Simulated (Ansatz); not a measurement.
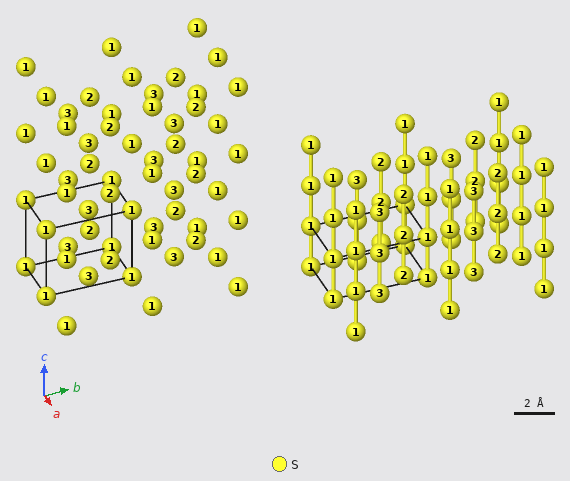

Two geometries of a crystal of S (built on the omega_191 type) (coarse preliminary run), drawn at one scale. One is the start of a relaxation, the other its converged end. Style: ball-and-stick. Shown: the cell of the calculation, repeated 2 × 2 × 3 with one cell outlined, slightly off an axis.

Theory: DFT r2SCAN, scalar-relativistic, plane waves, PAW (Ansatz). Set-up: plane-wave cutoff 500 eV; k-point mesh 6 × 6 × 6; occupations gaussian; smearing width 0.1 eV; no spin polarisation; cell and atoms relaxed; force threshold 0.04 eV/Å; at most 70 steps.

Question: Which geometry has the lower energy?

Answer: The right one is the relaxed one. Case: omega type (P6/mmm, No. 191). The atoms keep their places relative to the cell (all moves are under 0.005 Å). Cell: a = b 5.666 → 6.225 Å (+9.9 %), c 3.473 → 2.115 Å (−39.1 %). Volume −26.5 %. Near-neighbour distances that change, for instance: S1–S1 3.473 → 2.115 Å. The space group stays P6/mmm (No. 191). The energy falls by 1859 meV per atom in 13 accepted moves (14 points after the start). All forces vanish by symmetry, so only the cell relaxes. Pressure: −11.77 GPa at the start and −0.15 GPa at the end. At 1 point the geometry stayed and the basis and grid were re-selected for the new cell (energy shift of 0.1 meV per atom at most each time).
